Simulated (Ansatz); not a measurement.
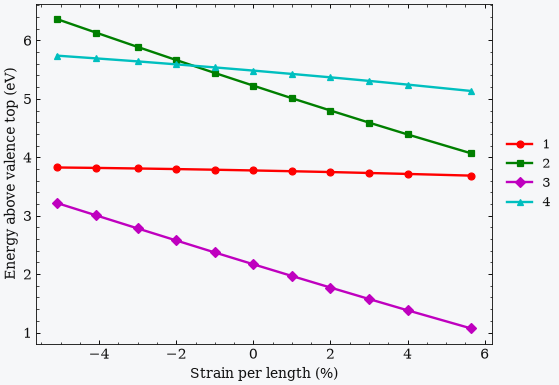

Lowest conduction level at each named k point, counted from the valence-band top at Γ. The names follow the standardised cell of this lattice; in reduced coordinates of the cell that was run, X is (−0.5, −0.5, 0), L is (0, 0, 0.5) and U is (−0.375, −0.375, 0.25). The curves are numbered.

System: zincblende GaN, space group F-43m, 2 atoms in the primitive cell, relaxed with r2SCAN; unstrained, cubic a = 4.498 Å. All lengths are scaled by the strain listed; symmetry fixes the atoms. Points keep the names and reduced coordinates of the unstrained primitive cell. Ansatz 0.2.0; r2SCAN, Ansatz PAW set, no spin polarisation, no spin-orbit coupling, 10×10×10 k mesh, 500 eV cutoff.

### Which curve belongs to which k point: L, U, X and Γ?

1 is X; 2 is L; 3 is Γ; 4 is U. Γ falls by 2.15 eV, X falls by 0.13 eV, L falls by 2.29 eV and U falls by 0.61 eV.

### Which of these conduction levels is lowest, and does that change?

The lowest is the one at Γ, over the whole range, so among these points the gap stays direct.

The PAW data sets were made with another functional. LDA, GGA and most meta-GGA functionals understate gaps. The usual form of GaN is wurtzite.
